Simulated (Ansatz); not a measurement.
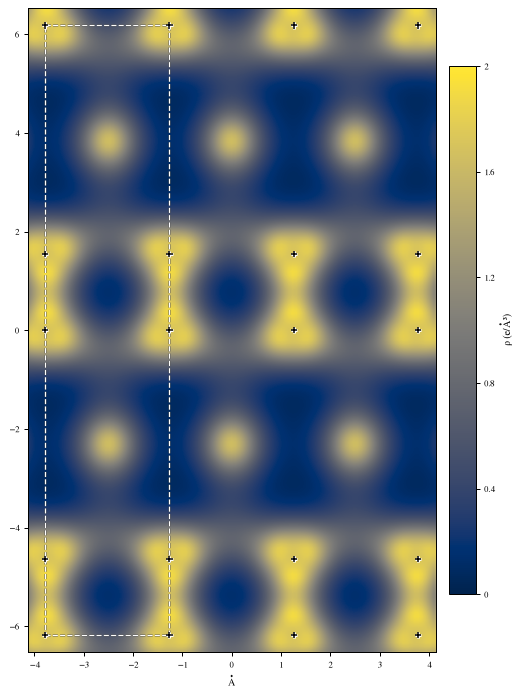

The valence electron density on a plane through atoms (crosses mark nuclei in the plane).

All numbers below come from DFT r2SCAN, scalar-relativistic, plane waves, PAW (Ansatz).

Candidates:
A. Pt, a = 2.65 Å, b = 2.65 Å, c = 4.84 Å, α = 90.00°, β = 90.00°, γ = 120.00°. Space group P6₃/mmc; a structure from a database of computed crystals, not necessarily the ambient phase; changed on purpose from its base cell (strain -0.030 along x and y, +0.015 along z, atoms carried along); computed pressure about 17 GPa in this cell.
B. C, a = 2.52 Å, b = 2.52 Å, c = 12.36 Å, α = 90.00°, β = 90.00°, γ = 60.00°. Space group Fd-3m; computed pressure about −2 GPa in this cell.
C. GaN, a = 4.50 Å, b = 4.50 Å, c = 4.50 Å, α = 90.00°, β = 90.00°, γ = 90.00°. Space group F-43m; a structure from a database of computed crystals, not necessarily the ambient phase.

Q: Which system is this?

A: Candidate B: C on the (100) plane of the calculation cell, which holds C. C–C (1.54 Å): the density is about 1.7 e/Å³ at the midpoint.
